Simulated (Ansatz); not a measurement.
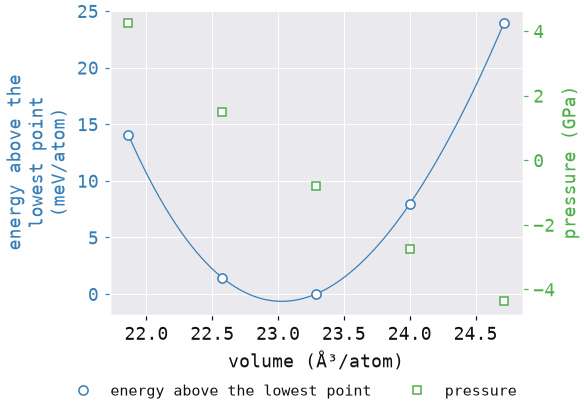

Plotted: energy above the lowest point and pressure against volume for GaAs, space group F-43m (No. 216) (one of a set of cubic test structures, which need not be the stable phase).

Method: equation of state of a cubic crystal from periodic Kohn-Sham density functional theory without spin, third-order Birch-Murnaghan fit to the free energies; pressure corrected for the finite basis (Ansatz 0.2.0 development build). Level: HSE06.

| setting | value |
| --- | --- |
| structure type | zinc blende |
| atoms in cell | 2 |
| space group number | 216 |
| lattice centring | face-centred primitive |
| k mesh | 4×4×4 |
| occupation method | Fermi–Dirac |
| occupation width | 0.05 eV |
| wave cutoff | 1020 eV |
| datasets | hand-made PAW |
| density tolerance | 0 eV |
| bands | 22 |
| density cutoff ratio | 5 |
| search for lower states | default |
| exchange singularity | regularized |

Question: What equilibrium volume and bulk modulus follow from the curve?

Answer: A third-order Birch–Murnaghan fit gives V0 = 23.03 Å³/atom, B0 = 72.6 GPa and B′ = 4.5.

Question: What does the pressure do across the range?

Answer: It falls from 4.237 GPa at volume 21.86 Å³/atom to −4.371 GPa at 24.71 Å³/atom, and changes sign near 23.04 Å³/atom.

Limits of the calculation: modest k-mesh, values are not fully converged in k.
